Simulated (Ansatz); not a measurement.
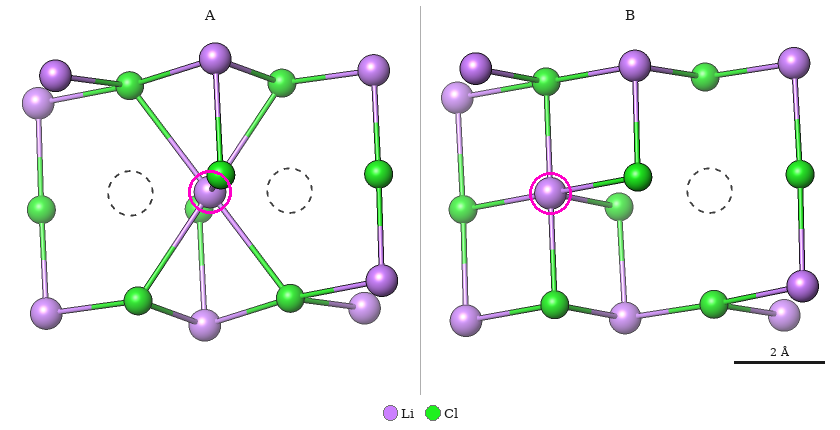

A vacancy jump of lithium in LiCl (Fm-3m phase), in a cell of charge −1 (on a uniform background) with 15 atoms, whose images lie 7.2 Å apart. One frame is the relaxed vacancy; in the other the neighbouring Li atom (ringed) was set half-way along its jump of 3.58 Å and all atoms were relaxed in the symmetry of that start. Dashed circles mark empty sites. The picture is a ball-and-stick view of the slice 3.8 Å thick through the jump, out to 5.0 Å from its middle, seen across the jump.

Level of theory: Ansatz, DFT PBEsol, scalar-relativistic, plane waves, PAW. Settings: plane-wave cutoff 420 eV; k-point mesh 4 × 4 × 4; occupations gaussian; smearing width 0.05 eV; no spin polarisation; atoms relaxed in a fixed cell; force threshold 0.02 eV/Å.

### What does the half-way point cost?

Frame A is the half-way start after relaxation. It lies 0.65 eV above the relaxed vacancy. The atom stays half-way, on the straight line. The symmetry of the start was kept and can hold it there, so for a path with one hump at the middle this is the barrier or an upper bound to it. There it has 2 Cl as nearest neighbours, the closest at 2.10 Å. The gap on the mesh is 6.20 eV with the relaxed vacancy and 5.99 eV half-way.

Limits of the set-up: the periodic images lie only 7.2 Å apart, so the values are limited by the cell's size; the cell is charged, on a uniform background, and energies carry no finite-size correction.
